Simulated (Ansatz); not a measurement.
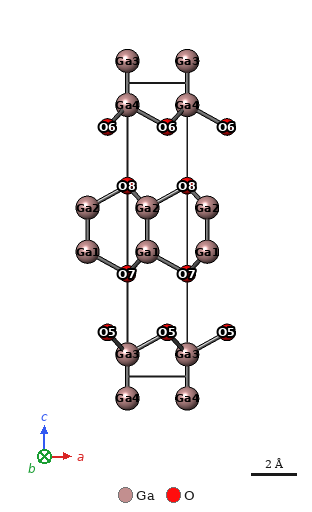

A crystal of GaO (a generated structure, set up in P-6m2) (coarse preliminary run), before the relaxation. The picture is a ball-and-stick view of the cell of the calculation, seen along the b axis.

Computed with DFT PBE, scalar-relativistic, plane waves, PAW (Ansatz 0.2.0).

Input
```yaml
crystal:
  lattice:
    - [3.0748270013, 0.0, 0.0]
    - [-1.5374135007, 2.6628782954, 0.0]
    - [0.0, 0.0, 13.077261157]
  atoms:
    - { symbol: Ga, position: [0.3333333333, 0.6666666667, 0.425] }
    - { symbol: Ga, position: [0.3333333333, 0.6666666667, 0.575] }
    - { symbol: Ga, position: [0.0, 0.0, 0.075] }
    - { symbol: Ga, position: [0.0, 0.0, 0.925] }
    - { symbol: O, position: [0.6666666667, 0.3333333333, 0.15] }
    - { symbol: O, position: [0.6666666667, 0.3333333333, 0.85] }
    - { symbol: O, position: [0.0, 0.0, 0.35] }
    - { symbol: O, position: [0.0, 0.0, 0.65] }
basis:
  ecutwfc: 420
kpoints:
  mp_grid: { grid: [6, 6, 2] }
hamiltonian:
  xc: pbe
scf:
  occupations: { method: gaussian, width: 0.1 }
output:
  forces: true
  stress: true
  eigenvalues: true
relax:
  adjacent_minimum: "off"
  f_tol: 0.05
  max_steps: 80
  cell: { stress_tol: 0.5 }
```

Run as
```bash
ansatz run input.yaml --threads 2 --pin off --max-ram 6144MiB --backend cpu --events-out ev --progress --plain --runs-dir out
```

Q: Predict the outcome.

A: After 6 accepted moves (8 points after the start) the energy has fallen by 4.632 eV per cell of the calculation. The largest force component goes from 11 to 0.022 eV/Å. The pressure goes from 8.71 to −0.06 GPa. At 2 points the geometry stayed and the basis and grid were re-selected for the new cell (energy shift of 36.0 meV per cell of the calculation at most each time). The largest moves relative to the cell, 0.20 Å, are those of Ga1, Ga2, Ga3 and Ga4. Ga1 goes along −c. By element the largest moves are Ga 0.20 Å, O 0.13 Å. The volume changes by +9.7 %, with a = b 3.075 → 3.105 Å (+1.0 %), c 13.077 → 14.071 Å (+7.6 %). Near-neighbour distances that change, for instance: Ga1–Ga2 1.962 → 2.507 Å, Ga1–O7 2.028 → 1.935 Å. Bond angles that change, for instance: Ga4–O6–Ga4 98.6° → 106.7°, O6–Ga4–O6 98.6° → 106.7°, Ga3–Ga4–O6 118.9° → 112.1°. The space group stays P-6m2 (No. 187).

Final geometry:

```
CELL_PARAMETERS angstrom
3.10461 0.00000 0.00000
-1.55230 2.68867 0.00000
0.00000 0.00000 14.07142
ATOMIC_POSITIONS crystal
Ga 0.33333 0.66667 0.41093
Ga 0.33333 0.66667 0.58907
Ga 0.00000 0.00000 0.08906
Ga 0.00000 0.00000 0.91094
O 0.66667 0.33333 0.14080
O 0.66667 0.33333 0.85920
O 0.00000 0.00000 0.35916
O 0.00000 0.00000 0.64084
```

The end point in the same view:

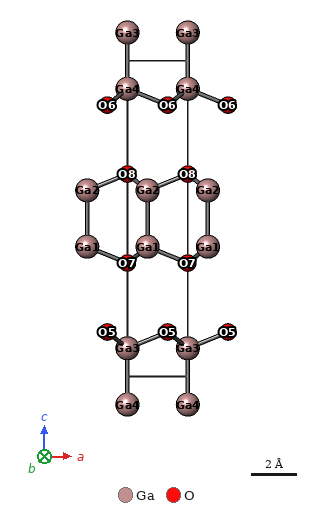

Limits of the set-up: layers or molecules are held without a dispersion correction, so their spacing is unreliable.
